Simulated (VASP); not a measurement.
Al₂O₃: geometry relaxation (part 3 of 3)

Al₂O₃ (R-3c, 10 atoms in the cell); Kohn-Sham DFT of a periodic cell, PBE, VASP PAW PBE potentials, recommended, no spin polarisation (VASP 6.6.1); cutoff 600 eV, 9×9×7 k-mesh, Gaussian smearing of 0.03 eV. The structure derives from an entry of the Crystallography Open Database.

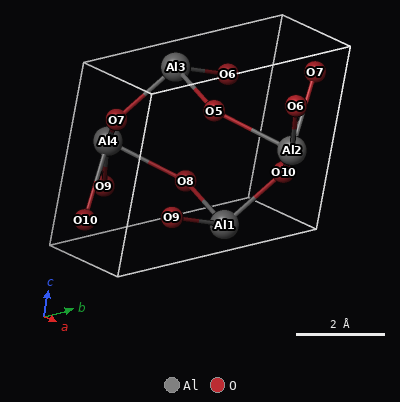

The geometry at step 2 of the log (ball-and-stick view of the reduced cell, seen slightly off an axis; atoms are numbered from 1 in the order of the input).

Parts of OUTCAR, continued
```
--------------------------------------- Ionic step        5  -------------------------------------------

 number of electron      47.9999999 magnetization

 Free energy of the ion-electron system (eV)
  ---------------------------------------------------
  ext. energy  EPLUGINS =         0.00000000
  ---------------------------------------------------
  free energy    TOTEN  =       -74.82398845 eV

  energy without entropy =      -74.82398845  energy(sigma->0) =      -74.82398845

 E-fermi :   5.9623     XC(G=0): -11.5493     alpha+bet :-16.3751

 val. band max:        5.8235449765   @ k =   0.0000   0.0000   0.0000
 cond. band min:      11.7008661832   @ k =   0.0000   0.0000   0.0000
 fundamental gap:      5.8773212067
 Fermi energy:         5.9622798679

 k-point     1 :       0.0000    0.0000    0.0000
  band No.  band energies     occupation
      1     -13.2066      2.00000
      2     -10.9778      2.00000
      3     -10.7135      2.00000
      4     -10.7135      2.00000
      5     -10.4064      2.00000
      6     -10.4064      2.00000
      7      -0.9361      2.00000
      8       0.0282      2.00000
      9       0.4245      2.00000
     10       0.4245      2.00000
     11       1.5168      2.00000
     12       1.6495      2.00000
     13       1.6495      2.00000
     14       2.6315      2.00000
     15       2.9199      2.00000
     16       4.4461      2.00000
     17       4.4461      2.00000
     18       4.5864      2.00000
     19       4.5864      2.00000
     20       5.3628      2.00000
     21       5.3628      2.00000
     22       5.7915      2.00000
     23       5.7915      2.00000
     24       5.8235      2.00000
     25      11.7009      0.00000
     26      14.7467      0.00000
     27      16.2173      0.00000
     28      17.1113      0.00000
     29      17.1113      0.00000
     30      17.2790      0.00000

 k-point     2 :       0.1111   -0.0000   -0.0000
  band No.  band energies     occupation
      1     -13.1448      2.00000
      2     -10.9966      2.00000
      3     -10.7604      2.00000
      4     -10.7265      2.00000
      5     -10.4370      2.00000
      6     -10.4098      2.00000
      7      -0.8660      2.00000
      8      -0.1374      2.00000
      9       0.3387      2.00000
     10       0.7621      2.00000
     11       1.1392      2.00000
     12       1.5866      2.00000
     13       2.1631      2.00000
     14       2.9000      2.00000
     15       3.0678      2.00000
     16       4.1788      2.00000
     17       4.4388      2.00000
     18       4.5103      2.00000
     19       4.6576      2.00000
     20       5.2308      2.00000
     21       5.2551      2.00000
     22       5.6041      2.00000
     23       5.7809      2.00000
     24       5.8042      2.00000
     25      12.0030      0.00000
     26      14.9800      0.00000
     27      15.9869      0.00000
     28      16.9661      0.00000
     29      17.0439      0.00000
     30      17.2436      0.00000

 k-point     3 :       0.2222   -0.0000   -0.0000
  band No.  band energies     occupation
      1     -12.9637      2.00000
      2     -11.1525      2.00000
      3     -10.7918      2.00000
      4     -10.7518      2.00000
      5     -10.5147      2.00000
      6     -10.4295      2.00000
      7      -0.7023      2.00000
      8      -0.1977      2.00000
      9       0.1188      2.00000
     10       0.9075      2.00000
     11       1.2624      2.00000
     12       1.6787      2.00000
     13       2.8290      2.00000
     14       3.2625      2.00000
     15       3.4456      2.00000
     16       3.8205      2.00000
     17       4.1582      2.00000
     18       4.4852      2.00000
     19       4.5961      2.00000
     20       4.6234      2.00000
     21       5.1211      2.00000
     22       5.4309      2.00000
     23       5.7145      2.00000
     24       5.7459      2.00000
     25      12.7425      0.00000
     26      15.5604      0.00000
     27      15.6570      0.00000
     28      16.5220      0.00000
     29      16.6067      0.00000
     30      17.0099      0.00000

 k-point     4 :       0.3333   -0.0000   -0.0000
  band No.  band energies     occupation
      1     -12.6766      2.00000
      2     -11.4841      2.00000
      3     -10.7645      2.00000
      4     -10.7369      2.00000
      5     -10.6094      2.00000
      6     -10.4784      2.00000
      7      -0.6001      2.00000
      8      -0.1523      2.00000
      9       0.0721      2.00000
     10       0.8887      2.00000
     11       1.6520      2.00000
     12       2.1025      2.00000
     13       2.8588      2.00000
     14       3.4928      2.00000
     15       3.6010      2.00000
     16       3.7082      2.00000
     17       4.0274      2.00000
     18       4.1580      2.00000
     19       4.4231      2.00000
     20       4.5001      2.00000
     21       5.0188      2.00000
     22       5.3065      2.00000
     23       5.6169      2.00000
     24       5.6557      2.00000
     25      13.6532      0.00000
     26      15.3477      0.00000
     27      15.7292      0.00000
     28      16.0413      0.00000
     29      16.5277      0.00000
     30      17.0689      0.00000

 k-point     5 :       0.4444   -0.0000   -0.0000
  band No.  band energies     occupation
      1     -12.3074      2.00000
      2     -11.8927      2.00000
      3     -10.7469      2.00000
      4     -10.6930      2.00000
      5     -10.6488      2.00000
      6     -10.5560      2.00000
      7      -0.5246      2.00000
      8      -0.3803      2.00000
      9       0.5425      2.00000
     10       0.8712      2.00000
     11       2.1615      2.00000
     12       2.3316      2.00000
     13       2.4118      2.00000
     14       2.8739      2.00000
     15       3.5429      2.00000
     16       3.8653      2.00000
     17       4.1403      2.00000
     18       4.4214      2.00000
     19       4.4420      2.00000
     20       4.5930      2.00000
     21       4.8701      2.00000
     22       5.1033      2.00000
     23       5.5725      2.00000
     24       5.5890      2.00000
     25      14.5631      0.00000
     26      15.1726      0.00000
     27      15.2933      0.00000
     28      15.3854      0.00000
     29      17.1820      0.00000
     30      17.4547      0.00000

 [... the levels of 18 k-points are left out ...]

 k-point    24 :       0.4444    0.4444   -0.0000
  band No.  band energies     occupation
      1     -12.1742      2.00000
      2     -11.3612      2.00000
      3     -11.2355      2.00000
      4     -11.0538      2.00000
      5     -10.8253      2.00000
      6     -10.3632      2.00000
      7      -0.2073      2.00000
      8       0.1970      2.00000
      9       1.1256      2.00000
     10       1.2165      2.00000
     11       1.6964      2.00000
     12       2.1108      2.00000
     13       2.1847      2.00000
     14       2.7279      2.00000
     15       3.3395      2.00000
     16       3.5722      2.00000
     17       4.1950      2.00000
     18       4.2702      2.00000
     19       4.5263      2.00000
     20       4.6359      2.00000
     21       4.6765      2.00000
     22       5.1137      2.00000
     23       5.1312      2.00000
     24       5.5702      2.00000
     25      14.9511      0.00000
     26      15.4012      0.00000
     27      15.5390      0.00000
     28      16.0875      0.00000
     29      16.6993      0.00000
     30      16.7989      0.00000

 [... further k-points ...]

------------------------ aborting loop because EDIFF is reached ----------------------------------------

  FORCE on cell =-STRESS in cart. coord.  units (eV):
  Direction    XX          YY          ZZ          XY          YZ          ZX
  --------------------------------------------------------------------------------------
  -------------------------------------------------------------------------------------
  Total        0.0746350      0.0746350      0.0340565      0.0000000     -0.0000000      0.0000000
  in kB        1.3682168      1.3682168      0.6243283      0.0000000     -0.0000000      0.0000000
  external PRESSURE =       1.1202540 kB  Pullay stress =       0.0000000 kB

 VOLUME and BASIS-vectors are now :
 -----------------------------------------------------------------------------
  energy-cutoff  :      600.00
  volume of cell :       87.40
      direct lattice vectors                 reciprocal lattice vectors
     2.402431619  1.387044542  4.371247525     0.208122469  0.120159563  0.076255882
    -2.402431619  1.387044542  4.371247525    -0.208122469  0.120159563  0.076255882
     0.000000000 -2.774089084  4.371247525     0.000000000 -0.240319127  0.076255882

 POSITION                                       TOTAL-FORCE (eV/Angst)
 -----------------------------------------------------------------------------------
      0.00000     -0.00000      4.61785         0.000000     -0.000000      0.003223
      0.00000     -0.00000      1.93902         0.000000      0.000000     -0.003223
      0.00000     -0.00000      8.49589         0.000000      0.000000     -0.003223
      0.00000     -0.00000     11.17472         0.000000     -0.000000      0.003223
     -0.93119      1.38704      7.64968        -0.001765     -0.000000     -0.000000
     -0.73562     -1.49995      7.64968         0.000883     -0.001529      0.000000
      1.66681      0.11291      7.64968         0.000883      0.001529     -0.000000
      0.93119     -1.38704      5.46406         0.001765      0.000000     -0.000000
      0.73562      1.49995      5.46406        -0.000883      0.001529     -0.000000
     -1.66681     -0.11291      5.46406        -0.000883     -0.001529      0.000000
 -----------------------------------------------------------------------------------
    total drift:                               -0.000000      0.000000     -0.000000

  FREE ENERGIE OF THE ION-ELECTRON SYSTEM (eV)
  ---------------------------------------------------
  free  energy   TOTEN  =       -74.8239884506 eV

  energy  without entropy=      -74.8239884506  energy(sigma->0) =      -74.82398845

 reached required accuracy - stopping structural energy minimisation
```

CONTCAR
```
Al2O3
   1.00000000000000
     2.4024316188258119    1.3870445417993826    4.3712475247537119
    -2.4024316188258119    1.3870445417993826    4.3712475247537119
     0.0000000000000000   -2.7740890837006069    4.3712475247540006
  Al              O
     4     6
Direct
     0.3521383035161592    0.3521383035161592    0.3521383035161592
     0.1478616964838408    0.1478616964838408    0.1478616964838408
     0.6478616964838407    0.6478616964838407    0.6478616964838407
     0.8521383035161593    0.8521383035161593    0.8521383035161593
     0.5561991207858039    0.9438008792141961    0.2500000000000000
     0.2500000000000000    0.5561991207858039    0.9438008792141961
     0.9438008792141961    0.2500000000000000    0.5561991207858039
     0.4438008792141961    0.0561991207858039    0.7500000000000000
     0.7500000000000000    0.4438008792141961    0.0561991207858039
     0.0561991207858039    0.7500000000000000    0.4438008792141961

  0.00000000E+00  0.00000000E+00  0.00000000E+00
  0.00000000E+00  0.00000000E+00  0.00000000E+00
  0.00000000E+00  0.00000000E+00  0.00000000E+00
  0.00000000E+00  0.00000000E+00  0.00000000E+00
  0.00000000E+00  0.00000000E+00  0.00000000E+00
  0.00000000E+00  0.00000000E+00  0.00000000E+00
  0.00000000E+00  0.00000000E+00  0.00000000E+00
  0.00000000E+00  0.00000000E+00  0.00000000E+00
  0.00000000E+00  0.00000000E+00  0.00000000E+00
  0.00000000E+00  0.00000000E+00  0.00000000E+00
```

Trajectory as extended XYZ (Å, eV, eV/Å), 5 frames, from step=0 to step=4
```
10
Lattice="2.3803 1.3742 4.3319 -2.3803 1.3742 4.3319 0.0000 -2.7485 4.3319" Properties=species:S:1:pos:R:3:forces:R:3 step=0 energy=-74.77327
Al    0.0000    0.0000    4.5765    0.0000   0.0000  -0.0276
Al    0.0000    0.0000    1.9213    0.0000   0.0000   0.0276
Al    0.0000    0.0000    8.4191    0.0000   0.0000   0.0276
Al    0.0000    0.0000   11.0743    0.0000   0.0000  -0.0276
O    -0.9203    1.3742    7.5808   -0.0275   0.0000   0.0000
O    -0.7300   -1.4841    7.5808    0.0138  -0.0238   0.0000
O     1.6503    0.1099    7.5808    0.0138   0.0238   0.0000
O     0.9203   -1.3742    5.4148    0.0275   0.0000   0.0000
O     0.7300    1.4841    5.4148   -0.0138   0.0238   0.0000
O    -1.6503   -0.1099    5.4148   -0.0138  -0.0238   0.0000
10
Lattice="2.4233 1.3991 4.4032 -2.4233 1.3991 4.4032 0.0000 -2.7982 4.4032" Properties=species:S:1:pos:R:3:forces:R:3 step=1 energy=-74.78737
Al    0.0000    0.0000    4.6505    0.0000   0.0000   0.0364
Al    0.0000    0.0000    1.9543    0.0000   0.0000  -0.0364
Al    0.0000    0.0000    8.5590    0.0000   0.0000  -0.0364
Al    0.0000    0.0000   11.2553    0.0000   0.0000   0.0364
O    -0.9383    1.3991    7.7056   -0.0476   0.0000   0.0000
O    -0.7425   -1.5121    7.7056    0.0238  -0.0412   0.0000
O     1.6808    0.1130    7.7056    0.0238   0.0412   0.0000
O     0.9383   -1.3991    5.5040    0.0476   0.0000   0.0000
O     0.7425    1.5121    5.5040   -0.0238   0.0412   0.0000
O    -1.6808   -0.1130    5.5040   -0.0238  -0.0412   0.0000
10
Lattice="2.4033 1.3875 4.3701 -2.4033 1.3875 4.3701 0.0000 -2.7751 4.3701" Properties=species:S:1:pos:R:3:forces:R:3 step=2 energy=-74.82378
Al    0.0000    0.0000    4.6161    0.0000   0.0000   0.0101
Al    0.0000    0.0000    1.9389    0.0000   0.0000  -0.0101
Al    0.0000    0.0000    8.4940    0.0000   0.0000  -0.0101
Al    0.0000    0.0000   11.1712    0.0000   0.0000   0.0101
O    -0.9299    1.3875    7.6476   -0.0372   0.0000   0.0000
O    -0.7367   -1.4991    7.6476    0.0186  -0.0322   0.0000
O     1.6666    0.1116    7.6476    0.0186   0.0322   0.0000
O     0.9299   -1.3875    5.4626    0.0372   0.0000   0.0000
O     0.7367    1.4991    5.4626   -0.0186   0.0322   0.0000
O    -1.6666   -0.1116    5.4626   -0.0186  -0.0322   0.0000
10
Lattice="2.4028 1.3873 4.3693 -2.4028 1.3873 4.3693 0.0000 -2.7746 4.3693" Properties=species:S:1:pos:R:3:forces:R:3 step=3 energy=-74.82377
Al    0.0000    0.0000    4.6154    0.0000   0.0000   0.0094
Al    0.0000    0.0000    1.9386    0.0000   0.0000  -0.0094
Al    0.0000    0.0000    8.4925    0.0000   0.0000  -0.0094
Al    0.0000    0.0000   11.1693    0.0000   0.0000   0.0094
O    -0.9297    1.3873    7.6463   -0.0370   0.0000   0.0000
O    -0.7365   -1.4988    7.6463    0.0185  -0.0320   0.0000
O     1.6663    0.1115    7.6463    0.0185   0.0320   0.0000
O     0.9297   -1.3873    5.4616    0.0370   0.0000   0.0000
O     0.7365    1.4988    5.4616   -0.0185   0.0320   0.0000
O    -1.6663   -0.1115    5.4616   -0.0185  -0.0320   0.0000
10
Lattice="2.4024 1.3870 4.3712 -2.4024 1.3870 4.3712 0.0000 -2.7741 4.3712" Properties=species:S:1:pos:R:3:forces:R:3 step=4 energy=-74.82399
Al    0.0000    0.0000    4.6179    0.0000   0.0000   0.0032
Al    0.0000    0.0000    1.9390    0.0000   0.0000  -0.0032
Al    0.0000    0.0000    8.4959    0.0000   0.0000  -0.0032
Al    0.0000    0.0000   11.1747    0.0000   0.0000   0.0032
O    -0.9312    1.3870    7.6497   -0.0018   0.0000   0.0000
O    -0.7356   -1.5000    7.6497    0.0009  -0.0015   0.0000
O     1.6668    0.1129    7.6497    0.0009   0.0015   0.0000
O     0.9312   -1.3870    5.4641    0.0018   0.0000   0.0000
O     0.7356    1.5000    5.4641   -0.0009   0.0015   0.0000
O    -1.6668   -0.1129    5.4641   -0.0009  -0.0015   0.0000
```

The run was set up as follows.

INCAR
```
  PREC = Accurate
  ENCUT = 600
  EDIFF = 1E-6
  ISMEAR = 0
  SIGMA = 0.03
  LREAL = False
  LASPH = True
  NELM = 80
  ALGO = Normal
  ISIF = 3
  LWAVE = False
  LCHARG = False
  GGA = PE
  IBRION = 2
  NSW = 90
  EDIFFG = -0.01
  KPAR = 2
```

KPOINTS
```
regular mesh
0
Gamma
  9 9 7
```

POSCAR
```
Al2O3
1.0
    2.3802500000      1.3742379782      4.3318666667
   -2.3802500000      1.3742379782      4.3318666667
    0.0000000000     -2.7484759565      4.3318666667
Al O
4 6
Direct
    0.3521600000      0.3521600000      0.3521600000
    0.1478400000      0.1478400000      0.1478400000
    0.6478400000      0.6478400000      0.6478400000
    0.8521600000      0.8521600000      0.8521600000
    0.5566800000      0.9433200000      0.2500000000
    0.2500000000      0.5566800000      0.9433200000
    0.9433200000      0.2500000000      0.5566800000
    0.4433200000      0.0566800000      0.7500000000
    0.7500000000      0.4433200000      0.0566800000
    0.0566800000      0.7500000000      0.4433200000
```

Command:
```bash
cat potpaw_PBE.64/Al/POTCAR potpaw_PBE.64/O/POTCAR > POTCAR
mpirun -np 2 vasp_std > vasp.out
```

Summary

```csv
quantity,value
outcome,converged
space group (tolerance 0.01 Å),R-3c (167)
electrons treated,48
free energy,−74.8240 eV
Fermi energy,5.962 eV
gap on the k-point mesh,5.88 eV
pressure,0.11 GPa
final volume,87.40 Å³
largest force (length of the vector) at the end,0.003 eV/Å
final cell,"a = 5.177 Å, b = 5.177 Å, c = 5.177 Å, α = 55.30°, β = 55.30°, γ = 55.30°"
hardware,"2 threads of Intel Xeon (Granite Rapids), 64 GiB of memory available, shared host"
wall time,7.9 min (CPU time 16 min)
peak memory,0.5 GiB
```
